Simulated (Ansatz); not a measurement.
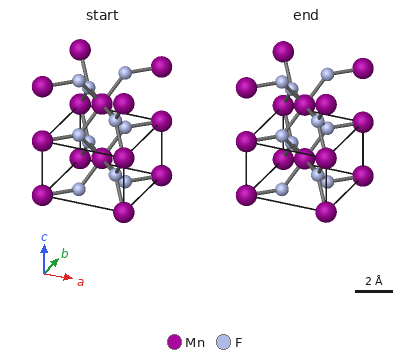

The structure of crystalline MnF2 (set up in P4_2/mnm) before (left) and after (right) a relaxation, at one scale.

Style: ball-and-stick. Shown: the cell of the calculation, repeated 1 × 1 × 2 with one cell outlined, from a free direction.

The run lets cell and atoms move.

The calculation used Kohn-Sham DFT of a periodic cell, PBEsol, Ansatz PAW in Ansatz 0.2.0.

The input:
```yaml
crystal:
  lattice:
    - [4.8738, 0.0, 0.0]
    - [0.0, 4.8738, 0.0]
    - [0.0, 0.0, 3.3107]
  atoms:
    - { symbol: Mn, position: [0.5, 0.5, 0.5], spin: 4.0 }
    - { symbol: Mn, position: [0.0, 0.0, 0.0], spin: 4.0 }
    - { symbol: F, position: [0.8053, 0.1947, 0.5] }
    - { symbol: F, position: [0.6947, 0.6947, 0.0] }
    - { symbol: F, position: [0.1947, 0.8053, 0.5] }
    - { symbol: F, position: [0.3053, 0.3053, 0.0] }
hamiltonian:
  xc: pbesol
  pseudopotentials: { kind: paw }
magnetization:
  spin_polarized: true
kpoints:
  mp_grid: { grid: [6, 6, 8] }
scf:
  occupations: { method: fermi_dirac, width: 0.05 }
output:
  forces: true
  stress: true
  eigenvalues: true
  write_density: true
  write_potential: true
  elf: true
  volumetric_format: npy
relax:
  f_tol: 0.01
  max_steps: 40
  cell: { stress_tol: 0.05, p_target: 5.0 }
```

Run as
```bash
ansatz run input.yaml --threads 2 --pin off --max-ram 5632MiB --backend cpu --events-out ev --progress --plain --runs-dir out
```

Describe what moved and what it gained.

Over 5 accepted moves (7 points after the start) the energy rises by 8.8 meV per atom. With the target pressure of 5 GPa, the enthalpy E + pV changes by −12.9 meV per atom. Largest force component: 0.0037 eV/Å at the start, 0.00061 eV/Å at the end. Pressure: −0.68 GPa at the start and 4.98 GPa at the end. At 2 points the geometry stayed and the basis and grid were re-selected for the new cell (energy shift of 2.0 meV per atom at most each time). The largest moves relative to the cell, 0.004 Å, are those of F atoms. Mn stays in place. The drawn cell changes as follows: a = b 4.874 → 4.769 Å (−2.2 %), c 3.311 → 3.275 Å (−1.1 %); the volume changes by −5.3 %. Some distances before and after: F–Mn 2.104 → 2.055 Å, F–Mn 2.131 → 2.102 Å. The space group stays P4_2/mnm (No. 136). The run may lie on a higher electronic state than the lowest, so the end point isn't shown to be the ground-state structure. The run took 75 s on 2 threads of Intel(R) Xeon(R) Platinum 8259CL CPU @ 2.50GHz (Skylake/Cascade Lake) (shared host), peak memory 0.6 GiB.

Limits of the set-up: only the magnetic order of this start and cell was tried (total moment 10.0 μB per cell).
